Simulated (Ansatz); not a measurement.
System: Si2Mo.

The calculation's input:

```
crystal:
  lattice:
    - [4.5744403909, 0.0, 0.0]
    - [-2.2872201955, 3.9615815866, 0.0]
    - [0.0, 0.0, 6.5665572496]
  atoms:
    - { symbol: Si, position: [0.1641680652, 0.8358319348, 0.8333333333] }
    - { symbol: Si, position: [0.3283361304, 0.1641680652, 0.1666666667] }
    - { symbol: Si, position: [0.8358319348, 0.6716638696, 0.5] }
    - { symbol: Si, position: [0.8358319348, 0.1641680652, 0.8333333333] }
    - { symbol: Si, position: [0.6716638696, 0.8358319348, 0.1666666667] }
    - { symbol: Si, position: [0.1641680652, 0.3283361304, 0.5] }
    - { symbol: Mo, position: [0.5, 0.0, 0.5] }
    - { symbol: Mo, position: [0.0, 0.5, 0.1666666667] }
    - { symbol: Mo, position: [0.5, 0.5, 0.8333333333] }
basis:
  ecutwfc: 420
kpoints:
  mp_grid: { grid: [12, 12, 6] }
hamiltonian:
  xc: pbesol
scf:
  occupations: { method: gaussian, width: 0.15 }
output:
  forces: true
  stress: true
  eigenvalues: true
  write_density: true
  write_potential: true
  elf: true
  volumetric_format: npy
```

Launched as:

```sh
ansatz run input.yaml --threads 2 --pin off --max-ram 5120MiB --backend cpu --events-out ev --progress --plain --runs-dir out
```

Below, planes, directions and counts refer to the conventional cell (a = 4.57 Å, b = 4.57 Å, c = 6.57 Å, α = 90.00°, β = 90.00°, γ = 120.00°).

Space group P6₂22; a structure from a database of computed crystals, not necessarily the ambient phase; computed without spin polarisation.

These are results of DFT PBEsol, scalar-relativistic, plane waves, PAW in Ansatz, not measurements.

Q: What will maps of the valence pseudo-density and electron localisation function show?

A: Si–Si (2.60 Å): ρ at the midpoint is about 0.34 e/Å³; the ELF peaks at about 0.65 between the atoms.
Si–Mo (2.66 Å): the density is about 0.38 e/Å³ at the midpoint; the ELF peaks at about 0.70 in the valence shell of Si, 0.9 Å from its nucleus, and is about 0.40 at the midpoint.

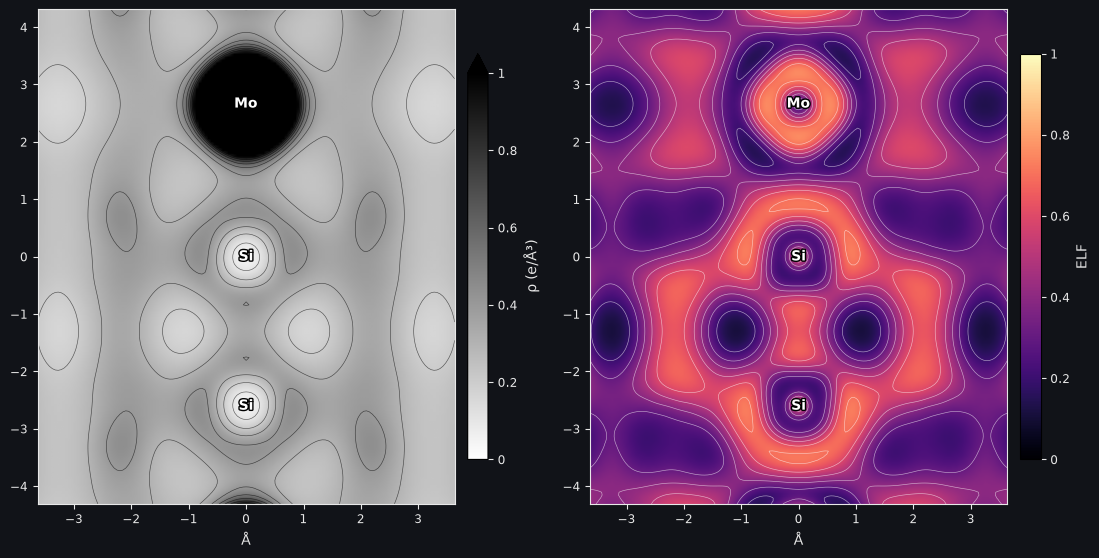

Computed valence pseudo-density and electron localisation function on the (110) plane of the conventional cell, in this order. 

Core electrons are frozen (PAW), and the valence fields are smoothed inside the atomic spheres.
